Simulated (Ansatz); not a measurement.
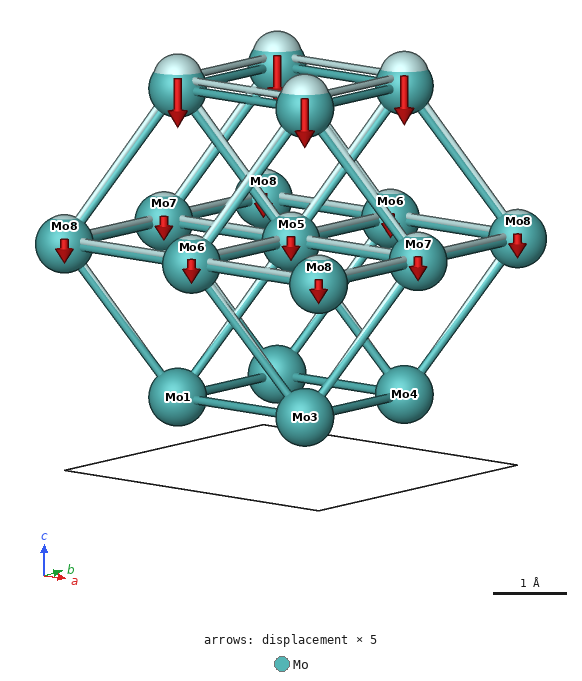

This is a constrained relaxation of a slab of composition Mo (cut from the Im-3m phase). The starting structure is drawn faded, the final one solid; red arrows show the displacements, magnified 5 times.

The picture is a ball-and-stick view of the cell of the calculation, outlined in the plane, without the vacuum, seen from a free direction.

Case: clean slab, lower planes held. The slab is the (1 1 0) face of Mo. 4 atoms are held fixed.

Theory: DFT PBE+D3(BJ), scalar-relativistic, plane waves, PAW (Ansatz 0.2.0).

Input
```yaml
crystal:
  lattice:
    - [5.4216946106, 0.0, 0.0]
    - [-1.8072315369, 5.1116226996, 0.0]
    - [0.0, 0.0, 20.4267951124]
  atoms:
    - { symbol: Mo, position: [0.25, 0.25, 0.3916424459] }
    - { symbol: Mo, position: [0.25, 0.75, 0.3916424459] }
    - { symbol: Mo, position: [0.75, 0.25, 0.3916424459] }
    - { symbol: Mo, position: [0.75, 0.75, 0.3916424459] }
    - { symbol: Mo, position: [0.5, 0.5, 0.5] }
    - { symbol: Mo, position: [0.5, 0.0, 0.5] }
    - { symbol: Mo, position: [0.0, 0.5, 0.5] }
    - { symbol: Mo, position: [0.0, 0.0, 0.5] }
    - { symbol: Mo, position: [0.75, 0.75, 0.6083575541] }
    - { symbol: Mo, position: [0.75, 0.25, 0.6083575541] }
    - { symbol: Mo, position: [0.25, 0.75, 0.6083575541] }
    - { symbol: Mo, position: [0.25, 0.25, 0.6083575541] }
basis:
  ecutwfc: 420
kpoints:
  mp_grid: { grid: [4, 4, 1] }
hamiltonian:
  xc: pbe
  dispersion: d3bj
scf:
  occupations: { method: gaussian, width: 0.1 }
output:
  forces: true
  eigenvalues: true
  write_density: true
  write_potential: true
  elf: true
  volumetric_format: npy
relax:
  adjacent_minimum: "off"
  f_tol: 0.03
  max_steps: 70
  constraints: [{ sites: [0, 1, 2, 3] }]
efield:
  axis: 3
  dipole_correction: true
  ramp_width: 0.04
```

Launched with:
```bash
ansatz run input.yaml --threads 4 --pin off --max-ram 10240MiB --backend cpu --events-out ev --progress --plain --runs-dir out
```

**What happened in the run?**

The largest moves, 0.14 Å, are those of Mo9, Mo10, Mo11 and Mo12. Mo9 goes along the normal (−c). The cell stays as it was. Some distances before and after: Mo1–Mo5 2.711 → 2.654 Å. Over 3 geometry steps the energy falls by 0.164 eV per cell of the calculation. Largest force component: 0.56 eV/Å at the start, 0.00096 eV/Å at the end. The run took 55 s on 4 threads of Intel(R) Xeon(R) Platinum 8488C (Sapphire Rapids), with other jobs on the host, peak memory 1.5 GiB.
